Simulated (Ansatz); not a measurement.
# Single-point calculation of ZrN (part 1 of 2)

ZrN (slab, 14 atoms in the cell), computed with DFT PBE, scalar-relativistic, plane waves, PAW, no spin polarisation (Ansatz 0.2.0).

The structure derives from an entry of the Crystallography Open Database. It belongs to a series of runs on one base structure; here: (1 1 0) slab cut from the bulk. Figures and captions count atoms from 1; the log counts them from 0 in places.

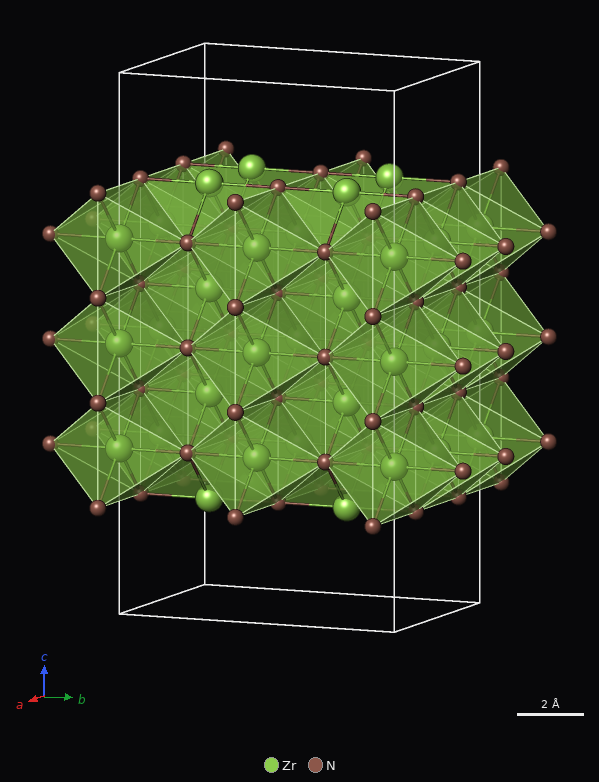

**Figure 1.** The structure as given in the input (polyhedral view of the 2 × 2 repeat of the cell, with the vacuum cut short, seen slightly off an axis; polyhedra are completed across the faces of the cell). An atom can appear more than once, as a periodic image.

Key numbers

- outcome: converged
- electrons treated: 119
- free energy: −31993.9187 eV
- work function, top face: 3.01 eV
- work function, bottom face: 3.01 eV
- Fermi energy: 6.392 eV
- gap on the k-point mesh: none (metallic)
- work function (upper face): 3.01 eV
- largest force (length of the vector): 1.411 eV/Å
- hardware: 1 thread of Oxide Virtual Turin-like (Zen 5), 32 GiB of memory available, shared host
- wall time: 47 s
- peak memory: 0.91 GiB

Remarks

Warnings of the run: the exchange-correlation potential is rough where the density is thin. The cell holds an odd number of electrons but the run has no spin polarisation, so a band is left half filled.

Input file
```yaml
crystal:
  lattice:
    - [3.2489094157, 0.0, 0.0]
    - [0.0, 4.5946517586, 0.0]
    - [0.0, 0.0, 24.7467282471]
  atoms:
    - { symbol: Zr, position: [0.5, 0.5, 0.3030703665] }
    - { symbol: "N", position: [0.5, 0.0, 0.3030703665] }
    - { symbol: Zr, position: [0.0, 0.0, 0.3687135777] }
    - { symbol: "N", position: [0.0, 0.5, 0.3687135777] }
    - { symbol: Zr, position: [0.5, 0.5, 0.4343567888] }
    - { symbol: "N", position: [0.5, 0.0, 0.4343567888] }
    - { symbol: Zr, position: [0.0, 0.0, 0.5] }
    - { symbol: "N", position: [0.0, 0.5, 0.5] }
    - { symbol: Zr, position: [0.5, 0.5, 0.5656432112] }
    - { symbol: "N", position: [0.5, 0.0, 0.5656432112] }
    - { symbol: Zr, position: [0.0, 0.0, 0.6312864223] }
    - { symbol: "N", position: [0.0, 0.5, 0.6312864223] }
    - { symbol: Zr, position: [0.5, 0.5, 0.6969296335] }
    - { symbol: "N", position: [0.5, 0.0, 0.6969296335] }
basis:
  ecutwfc: 420
kpoints:
  mp_grid: { grid: [11, 8, 1] }
hamiltonian:
  xc: pbe
scf:
  occupations: { method: gaussian, width: 0.1 }
output:
  forces: true
  stress: true
  eigenvalues: true
  write_density: true
  write_potential: true
  elf: true
  volumetric_format: npy
efield:
  axis: 3
  dipole_correction: true
  ramp_width: 0.04
```

Launch command:
```bash
ansatz run input.yaml --threads 1 --pin off --max-ram 2560MiB --backend cpu --events-out ev --progress --plain --runs-dir out
```

Log
```
Engine: ansatz 0.2.0, x86_64-unknown-linux-gnu
Pseudopotentials: kind: paw
Pseudopotential: Zr, paw, valence charge 12, recommended cutoff 420 eV (normal), Zr.paw.azcp
Pseudopotential: N, paw, valence charge 5, recommended cutoff 420 eV (normal), N.paw.azcp
Functional definition: PBE
  parameter kappa = 0.804
  parameter beta = 0.06672455060314922
  exchange = pbe_x(kappa = kappa, mu = beta*pi^2/3)
  correlation = pbe_c(beta = beta)
Crystal: 14 atoms, lattice volume = 369.409 Å³
Basis set: ecut = 420 eV, 7255 PW (Γ), exchange–correlation on 48×64×360 points (8 copies of the dense FFT grid, shifted against one another)
Bands: 74, of which v1, the nominal top of the filled ones, is band 60 counted from 1 (59 counted from 0)
Symmetry: 4 space group operations
k-points: 30 of 88
Non-local potential: Zr, projectors of the file, l = 0: 3, l = 1: 2, l = 2: 2, l = 3: 2
Non-local potential: N, projectors of the file, l = 0: 2, l = 1: 2, l = 2: 1
PAW form: soft (Blöchl's): semilocal exchange-correlation on the pseudo side does not see the compensation charge
PAW one-centre angular grid: Zr, 590 points (default); XC on 64 Gauss nodes
PAW one-centre angular grid: N, 110 points (default); XC on 64 Gauss nodes
Initial density: superposition of atomic densities (neutral atoms: chi_scale 0, normalization atom), corrected by the library's trained network
Initial wavefunctions: pseudopotential atomic-orbital guess
Functional: x = pbe(κ = 0.804, μ = 0.2195149727645171), c = pbe(β = 0.06672455060314922)
SCF iter   1: F=—  HF=-31993.933038 eV  |F-HF|=—  |Δ(HF+E_count)|=         —  Δρ=4.21e-3  dr2=2.82e-1  ethr=1.77e-3  p=0.000 e·Å  D=1.09e-13 V/Å  ΔV_dip=-0.00 eV  dr2_dipole=2.24e-7  V_vac-E_F(+/−)=3.35/3.35 eV  ⟨swp⟩=7.4  Hψ=9794  notcnv=0
efield: sawtooth ramp at fractional position 0.9800 (placed from the atoms, in the widest stretch of the axis that holds none; the zero of the levels goes with the place), width 0.0400; the density the first Hamiltonian is built on has a dipole p = 0.000 e·Å; the dipole correction subtracts the counter field D = 1.09e-13 V/Å, which shifts the + side's vacuum level by -0.00 eV against the − side's; the planar-averaged density in the ramp window peaks in size at 4.0e-5 e/Å³
preconditioner: auto → LDOS  [metal: Δε(μ)=0.017 eV  Ē_g=8.141 eV  σ=0.100 eV  W_gap=0.10  n_scr=64 (ndim 8)  ℏωp=15.3 eV  f_vac=0.471  D(μ)=6.90/eV (n_scr^D=32)  β→1.0]
SCF iter   2: F=—  HF=-31993.916474 eV  |F-HF|=—  |Δ(HF+E_count)|=   1.66e-2  Δρ=2.63e-3  dr2=4.44e-2  ethr=2.37e-4  p=0.000 e·Å  D=1.16e-5 V/Å  ΔV_dip=-0.00 eV  dr2_dipole=3.25e-8  V_vac-E_F(+/−)=3.17/3.17 eV  ⟨swp⟩=2.1  Hψ=3666  notcnv=0  defer=110
SCF iter   3: F=—  HF=-31993.918159 eV  |F-HF|=—  |Δ(HF+E_count)|=   1.69e-3  Δρ=1.00e-3  dr2=5.65e-3  ethr=3.73e-5  p=0.000 e·Å  D=9.90e-6 V/Å  ΔV_dip=-0.00 eV  dr2_dipole=2.20e-7  V_vac-E_F(+/−)=3.13/3.13 eV  ⟨swp⟩=2.0  Hψ=3075  notcnv=0  defer=110
SCF iter   4: F=—  HF=-31993.918672 eV  |F-HF|=—  |Δ(HF+E_count)|=   5.12e-4  Δρ=4.93e-4  dr2=2.44e-3  ethr=4.75e-6  p=0.000 e·Å  D=5.64e-6 V/Å  ΔV_dip=-0.00 eV  dr2_dipole=1.19e-8  V_vac-E_F(+/−)=3.08/3.08 eV  ⟨swp⟩=2.3  Hψ=2939  notcnv=0  defer=110
SCF iter   5: F=—  HF=-31993.918784 eV  |F-HF|=—  |Δ(HF+E_count)|=   1.12e-4  Δρ=1.70e-4  dr2=1.37e-4  ethr=2.05e-6  p=0.000 e·Å  D=2.66e-6 V/Å  ΔV_dip=-0.00 eV  dr2_dipole=5.10e-10  V_vac-E_F(+/−)=3.03/3.03 eV  ⟨swp⟩=2.1  Hψ=2892  notcnv=0  defer=110
SCF iter   6: F=—  HF=-31993.918870 eV  |F-HF|=—  |Δ(HF+E_count)|=   8.59e-5  Δρ=9.03e-5  dr2=5.56e-5  ethr=1.15e-7  p=0.000 e·Å  D=1.26e-6 V/Å  ΔV_dip=-0.00 eV  dr2_dipole=2.07e-10  V_vac-E_F(+/−)=3.01/3.01 eV  ⟨swp⟩=2.5  Hψ=3610  notcnv=0  defer=110
SCF iter   7: F=—  HF=-31993.918700 eV  |F-HF|=—  |Δ(HF+E_count)|=   1.69e-4  Δρ=3.73e-5  dr2=1.52e-5  ethr=4.67e-8  p=0.000 e·Å  D=6.46e-7 V/Å  ΔV_dip=-0.00 eV  dr2_dipole=1.22e-10  V_vac-E_F(+/−)=3.01/3.01 eV  ⟨swp⟩=2.0  Hψ=3157  notcnv=0  defer=29
SCF iter   8: F=—  HF=-31993.918708 eV  |F-HF|=—  |Δ(HF+E_count)|=   7.41e-6  Δρ=1.63e-5  dr2=2.93e-6  ethr=1.27e-8  p=0.000 e·Å  D=2.67e-7 V/Å  ΔV_dip=-0.00 eV  dr2_dipole=3.93e-11  V_vac-E_F(+/−)=3.01/3.01 eV  ⟨swp⟩=2.0  Hψ=2901  notcnv=0  defer=29
SCF iter   9: F=—  HF=-31993.918709 eV  |F-HF|=—  |Δ(HF+E_count)|=   1.67e-6  Δρ=6.43e-6  dr2=3.73e-7  ethr=2.46e-9  p=0.000 e·Å  D=9.67e-8 V/Å  ΔV_dip=-0.00 eV  dr2_dipole=2.91e-13  V_vac-E_F(+/−)=3.01/3.01 eV  ⟨swp⟩=2.0  Hψ=2941  notcnv=0  defer=29
SCF iter  10: F=-31993.918709 eV  HF=-31993.918709 eV  |F-HF|=1.95e-9  |Δ(HF+E_count)|=   1.62e-7  Δρ=1.82e-6  dr2=3.34e-8  ethr=8.40e-11  p=0.000 e·Å  D=4.95e-8 V/Å  ΔV_dip=-0.00 eV  dr2_dipole=6.86e-14  V_vac-E_F(+/−)=3.01/3.01 eV  ⟨swp⟩=23.3  Hψ=19884  notcnv=0
SCF 1 converged in 10 iterations: F = -31993.918709 eV  dr2 = 3.34e-8
  greatest PAW one-centre occupation: 0.996 electrons in one spin orbital (limit 2), on the Zr atom at site 12 (counted from 0), in its partial waves of l = 0
```

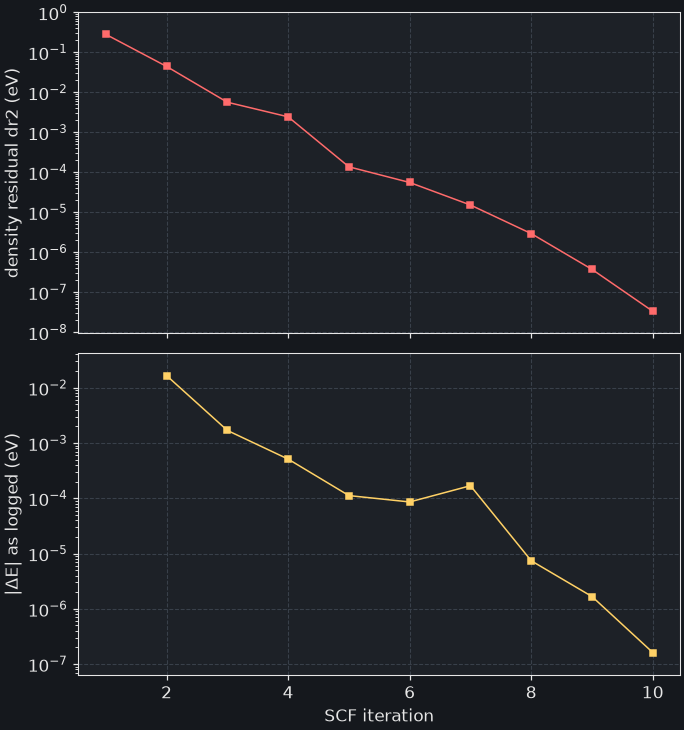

**Figure 2.** Convergence of the self-consistent field: density residual dr2 and size of the energy change against the SCF iteration. The residual falls at every step.

```
WARN: The output density's exchange-correlation potential varies sharply where the density is thin. Do not read a vacuum level from v_tot or v_xc, or from such a field of the output density. On a cell that repeats whose density bears no net charge and no dipole along the vacuum's axis use v_es (v_loc + v_h of the components); under efield.dipole_correction with no amplitude use v_es + v_field, which holds any external_charges[].barrier, or the levels of the report's work_function block, which leave it out; under a non-zero efield.amplitude the vacuum is tilted and has no level; on a cell that repeats and bears such a dipole with no correction it is tilted too, and efield.dipole_correction with no amplitude gives each side of its ramp a level where efield: is served; in a cell that repeats whose density bears a net charge (total_charge, or a fill off its count) it is curved and has none; of a slab under crystal.periodic whose density bears no net charge use v_es, which has a level on each side, short of where the two are joined; of another it falls or rises all the way out and has none; of a slab beside external_charges read slab_vacuum_level instead, which it has where they leave it neutral. The grid or the basis barely resolves most such structure, and the values can differ between equally converged runs; as a rule a tighter scf.convergence.dr2_threshold does not remove it. Where the density itself ripples (under the LDA too) a higher basis.ecutwfc lessens it. The files hold the spikes' plane waves up to the density's cutoff. Files: v_tot_of_output_density and the like, and their columns of v_z.tsv (output.write_potential); v_xc_of_output_density and the like, and their columns of v_comp_z.tsv (output.write_potential_components). Measured: with its Gaussian average of σ = 0.25 Å subtracted twice, the exchange-correlation potential is over 0.1 eV at 2715 of the grid points where the equally averaged density (valence and model cores) is under 1e-3 e/Å³, and 1.36 eV at the most among them, at an averaged density of 5.0e-7 e/Å³. The input density's (outcome.potential() and, of a run that writes arrays, v_tot and v_xc) is over 0.1 eV, so measured, at 168 points of its own thin density, 0.239 eV at the most. See output.write_potential in the manual, Limitations
SCF converged after 10 iterations
Free energy (F): -31993.918709 eV
Harris-Foulkes:  -31993.918709 eV  (|F-HF|=1.95e-9)
Internal energy: -31993.886227 eV  (E = F + TS)
E sigma→0 (E₀):  -31993.902468 eV
Entropy (-TS):   -0.032482 eV (-2.320 meV/atom)
Fermi energy:    6.391796 eV
Dipole field:    D = -0.000000 V/Å  (p = -0.000000 e·Å, saw-weighted, corrected)
Work function:   Φ+ = 3.0058 eV   Φ− = 3.0058 eV
Levels:          The Fermi level and band energies are counted from a zero that moves with the ramp; work functions are not
```
